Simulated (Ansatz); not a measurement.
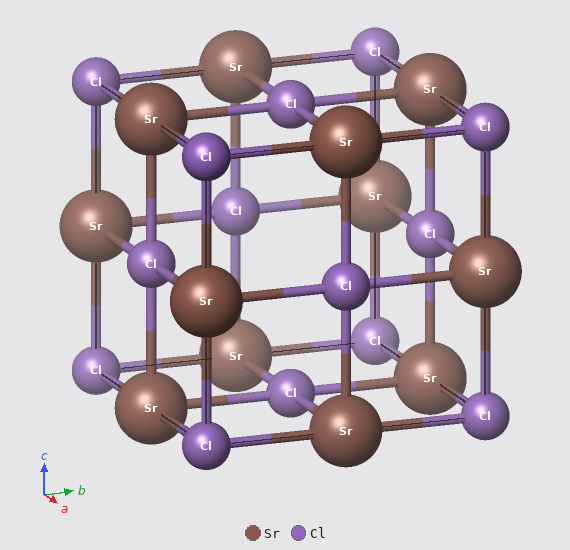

The image is a ball-and-stick drawing of a crystal, viewed slightly off an axis. Atoms at the boundary of the conventional unit cell (the box) are drawn once for each face, edge or corner they touch. Cell: a = 5.97 Å, b = 5.97 Å, c = 5.97 Å, α = 90.00°, β = 90.00°, γ = 90.00°.

The model was built from a random cell made by a generator, so it need not be a real form of the compound. Earlier steps of the study may have refined or changed the cell and positions. Ansatz was used for an electronic-structure calculation on it.

Question: Explain the picture.

Answer: It has the composition Sr3Cl4. The structure has Pm-3m (No. 221) symmetry and a primitive cubic lattice. One cell contains 3 Sr, 4 Cl, 7 atoms in all. The neighbours of Sr are six Cl in an octahedral arrangement at about 3.0 Å. Cl takes two kinds of site: 3c with four Sr in a square planar arrangement at about 3.0 Å; 1a with six Sr in an octahedral arrangement at about 3.0 Å. The bonds build a three-dimensional framework.

Results below were computed with Ansatz 0.2.0, DFT r2SCAN, scalar-relativistic, plane waves, PAW; the settings were E_cut = 500 eV, Brillouin-zone sampling on a 6×6×6 mesh, Gaussian smearing of 0.1 eV, no spin polarisation.

Question: Classify it as metallic or gapped, with the value.

Answer: A metal: bands cross the Fermi level.

Question: What charge does Bader's analysis assign to each element?

Answer: Sr +1.36 e; Cl -1.21 to -0.96 e.

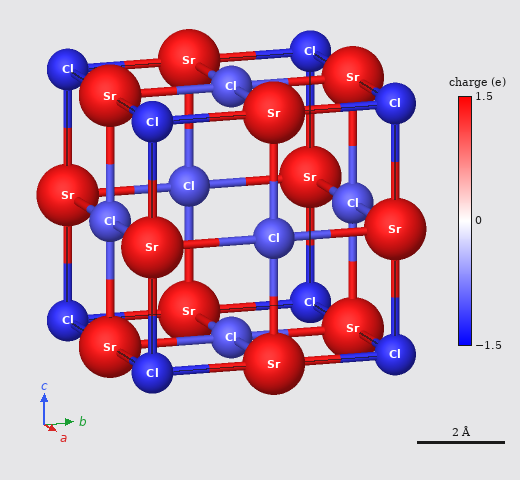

The atoms coloured by those charges. The run's cell of 7 atoms is drawn.

Question: Is the structure relaxed at this level of theory?

Answer: No. All forces vanish to within 0.01 eV/Å. The pressure is -1.0 GPa, so the cell would contract.
